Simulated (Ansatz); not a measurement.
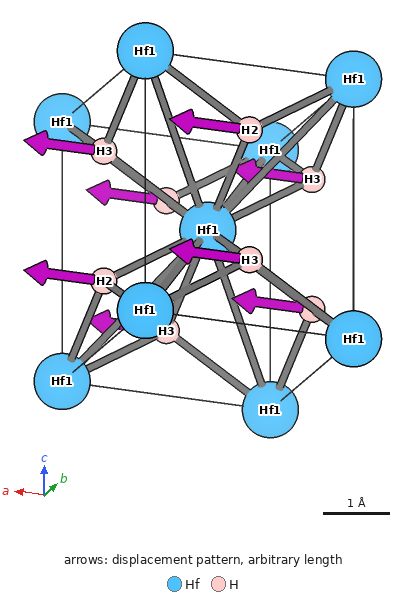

The lowest optical mode of crystalline HfH2, space group I4/mmm (No. 139), at the zone centre. The purple arrows are the displacements of the atoms (eigenvector over the root of the mass), of arbitrary overall length and sign. The picture is a ball-and-stick view of the conventional cell (2 times the calculation's cell), seen from a free direction. Lengths and directions refer to the drawn axes.

Computed with DFT LDA, scalar-relativistic, plane waves, PAW in Ansatz. Settings: plane-wave cutoff 420 eV; k-point mesh 18 × 18 × 18; occupations fermi dirac; smearing width 0.15 eV; no spin polarisation.

The frequencies depend somewhat on the k-mesh and the smearing.

Is this crystal at a minimum with respect to the drawn distortion?

Answer. Yes: this softest mode has a real frequency, and so have all others here. That speaks for this wave vector alone: the rest of the zone wasn't checked in this run. This is the E_u mode (doubly degenerate; one member of the set is drawn) at 1107 cm⁻¹, the lowest optical level, infrared-active by symmetry. The Hf atoms hardly move; the H sublattice moves as a whole against them, along a; it stretches the shortest H–Hf bonds (2.02 Å); the kinetic energy is shared as H 99 %, Hf 1 %. The crystal is a metal, so free carriers screen the infrared response.
